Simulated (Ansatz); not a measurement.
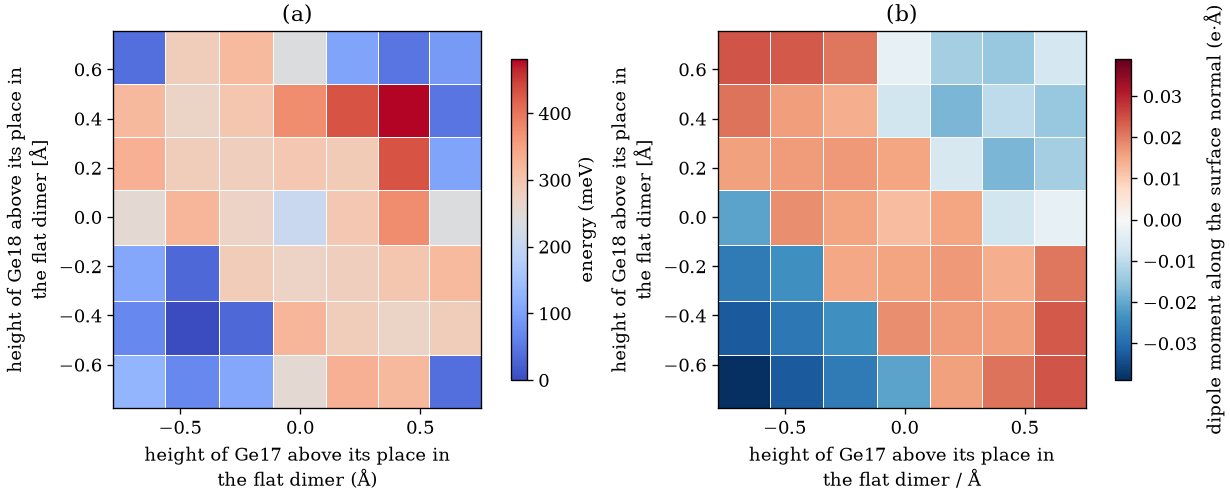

A Ge(100) slab cut from the Fd-3m phase, its lower face capped with 8 H atoms (28 atoms in the cell). Two atoms of the surface dimers are held at set heights. First axis: height of Ge17 above its place in the flat dimer. Second axis: height of Ge18 above its place in the flat dimer. Relaxed at each point: all atoms of the upper layers, but for the two heights. The scan uses a 7 × 7 grid; 28 points were computed and 21 follow by symmetry. Points are written as (first, second). All energies are given in meV relative to the lowest grid point. All numbers below come from Ansatz, DFT PBE, scalar-relativistic, plane waves, PAW. Settings: cutoff 420 eV, k-mesh 3×3×1, gaussian smearing 0.05 eV, no spin polarisation.

Panel (a) is the energy and panel (b) the computed dipole moment along the surface normal on the same grid.

The picture shows one coloured cell a grid point.

### How does the dipole moment along the surface normal vary over the map, and what is it at the lowest grid point?

It runs from −0.04 e·Å at (−0.669 Å, −0.669 Å) to 0.02 e·Å at (−0.669 Å, 0.647 Å). At the lowest grid point, (−0.453 Å, −0.453 Å), it is −0.03 e·Å.
